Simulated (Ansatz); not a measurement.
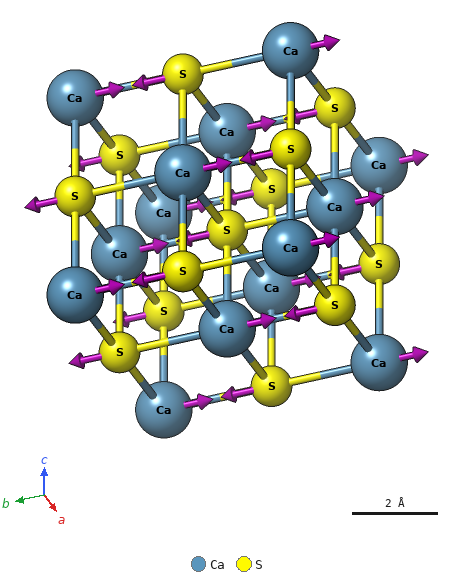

The lowest optical mode of a crystal of CaS (a generated structure) at a fixed volume, space group Fm-3m (No. 225), at the zone centre. The purple arrows give the relative displacements of the atoms. A ball-and-stick model of the conventional cell (4 times the calculation's cell), seen from a free direction. Lengths and directions refer to the drawn axes.

Level of theory: DFT LDA, scalar-relativistic, plane waves, PAW (Ansatz).

Input
```yaml
crystal:
  lattice:
    - [0.0, 2.7504, 2.7504]
    - [2.7504, 0.0, 2.7504]
    - [2.7504, 2.7504, 0.0]
  atoms:
    - { symbol: Ca, position: [0.0, 0.0, 0.0] }
    - { symbol: S, position: [0.5, 0.5, 0.5] }
basis:
  ecutwfc: 420
kpoints:
  mp_grid: { grid: [8, 8, 8] }
hamiltonian:
  xc: lda
scf:
  occupations: { method: fixed }
output:
  eigenvalues: true
phonons:
  method: dfpt
  dielectric: true
  rigid_motions: translations
  eigenvectors: true
```

Launched with:
```bash
ansatz run input.yaml --threads 1 --pin off --max-ram 1228MiB --backend cpu --events-out ev --progress --plain --runs-dir out
```

Frequencies are those without the non-analytic (LO–TO) term.

Is the structure stable against all modes at this point?

Yes: this softest mode has a real frequency, and so have all others here. That speaks for this wave vector alone: the rest of the zone wasn't checked in this run. This is the T₁u mode (triply degenerate; one member of the set is drawn) at 260 cm⁻¹, the only optical level, infrared-active by symmetry. The S sublattice moves against the Ca sublattice, along b; it stretches the shortest Ca–S bonds (2.75 Å); the kinetic energy is shared as S 56 %, Ca 44 %. Its infrared intensity is 21 (D/Å)²/amu for the set. The value is the transverse one; the longitudinal partner lies at 366 cm⁻¹.
